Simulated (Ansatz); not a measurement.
Input file:

```
crystal:
  lattice:
    - [4.8371701216, 0.0, 0.0]
    - [-2.4185850608, 4.1891122077, 0.0]
    - [0.0, 0.0, 4.1724817111]
  atoms:
    - { symbol: C, position: [0.6666666667, 0.3333333333, 0.1839325] }
    - { symbol: C, position: [0.3333333333, 0.6666666667, 0.1839325] }
    - { symbol: C, position: [0.6666666667, 0.3333333333, 0.8160675] }
    - { symbol: C, position: [0.3333333333, 0.6666666667, 0.8160675] }
    - { symbol: C, position: [0.4529683691, 0.4529683691, 0.3404600926] }
    - { symbol: C, position: [0.0, 0.5470316309, 0.3404600926] }
    - { symbol: C, position: [0.5470316309, 0.0, 0.3404600926] }
    - { symbol: C, position: [0.4529683691, 0.4529683691, 0.6595399074] }
    - { symbol: C, position: [0.5470316309, 0.0, 0.6595399074] }
    - { symbol: C, position: [0.0, 0.5470316309, 0.6595399074] }
basis:
  ecutwfc: 420
kpoints:
  mp_grid: { grid: [12, 12, 10] }
hamiltonian:
  xc: pbe
scf:
  occupations: { method: gaussian, width: 0.15 }
output:
  forces: true
  stress: true
  eigenvalues: true
  write_density: true
  write_potential: true
  elf: true
  volumetric_format: npy
```

Run with:

```sh
ansatz run input.yaml --threads 2 --pin off --max-ram 5120MiB --backend cpu --events-out ev --progress --plain --runs-dir out
```

Below, planes, directions and counts refer to the conventional cell (a = 4.84 Å, b = 4.84 Å, c = 4.17 Å, α = 90.00°, β = 90.00°, γ = 120.00°).

Space group P-62m; not relaxed (largest force 0.5 eV/Å); computed pressure about −6 GPa in this cell.

All numbers below come from Ansatz, DFT PBE, scalar-relativistic, plane waves, PAW.

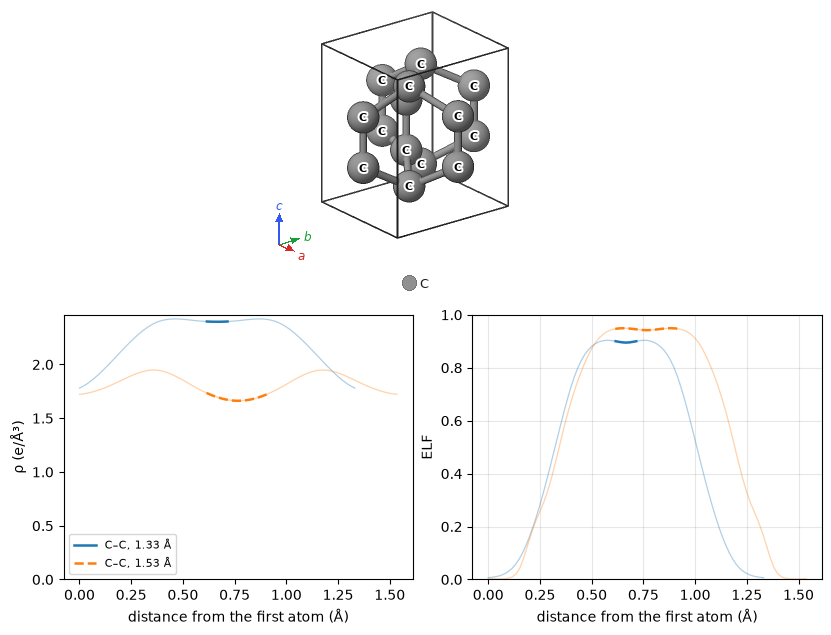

C. Valence charge density (pseudo) and electron localisation function along straight lines between neighbouring atoms. Thin, pale parts lie inside the atomic spheres. The structure is drawn too.

The density is the valence pseudo-density of a PAW calculation; it isn't the true density close to the nuclei.

**What can be read from the curves?**

C–C (1.33 Å): ρ is about 2.4 e/Å³ halfway; the ELF peaks at about 0.90 between the atoms (inside overlapping PAW spheres, so only a guide): a multiple bond.
C–C (1.53 Å): ρ at the midpoint is about 1.7 e/Å³; the ELF peaks at about 0.95 between the atoms (a shared electron pair).
